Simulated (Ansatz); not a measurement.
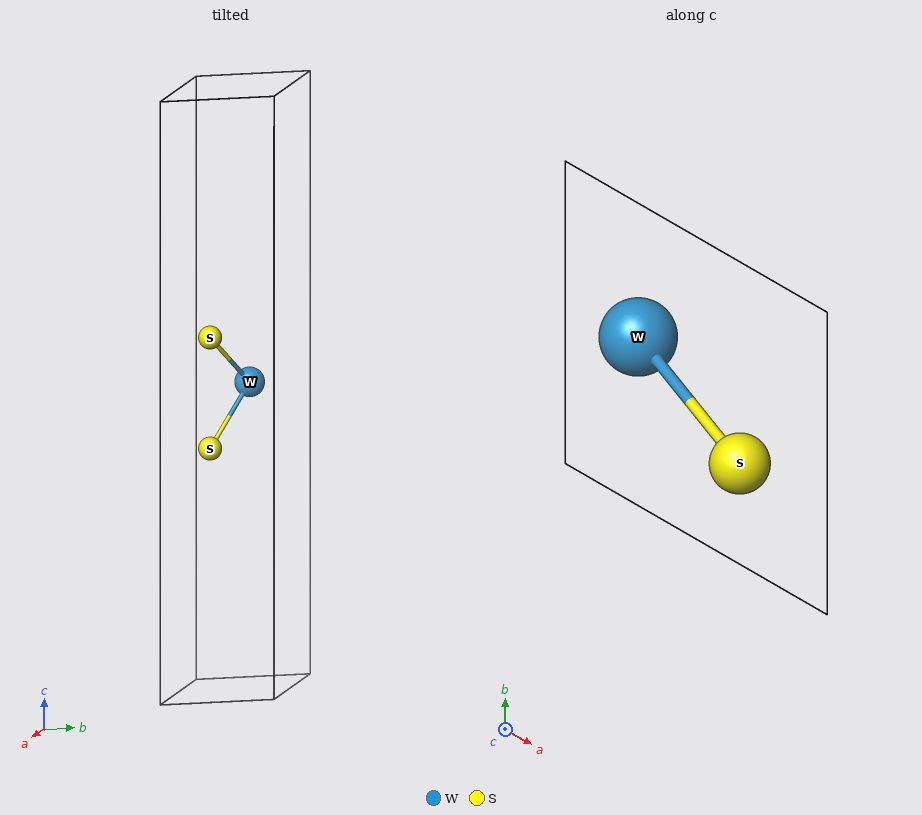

The crystal in a ball-and-stick representation, seen slightly off an axis and along the c axis. Lines trace the edges of the simulation cell. Cell: a = 3.184 Å, b = 3.184 Å, c = 16.951 Å, α = 90.00°, β = 90.00°, γ = 120.00°.

What can be read from this drawing?

The structure is one of WS2. In the cell are 1 W, 2 S, which makes 1 formula unit. About every W there are six S in a distorted trigonal prismatic arrangement at about 2.3 to 2.6 Å. Each S is bonded to three W in a trigonal pyramidal arrangement at about 2.3 to 2.6 Å. Not all metal-metal contacts are counted. The bonds build WS2 layers parallel to (001).

Starting structure: a structure listed in the Materials Project. The cell was then strained or its atoms displaced on purpose. It went into a calculation with Ansatz.

At this level of theory the run's own cell isn't at rest (forces up to 5.4 eV/Å), so its distances can differ from those at equilibrium, the more so the softer the solid.
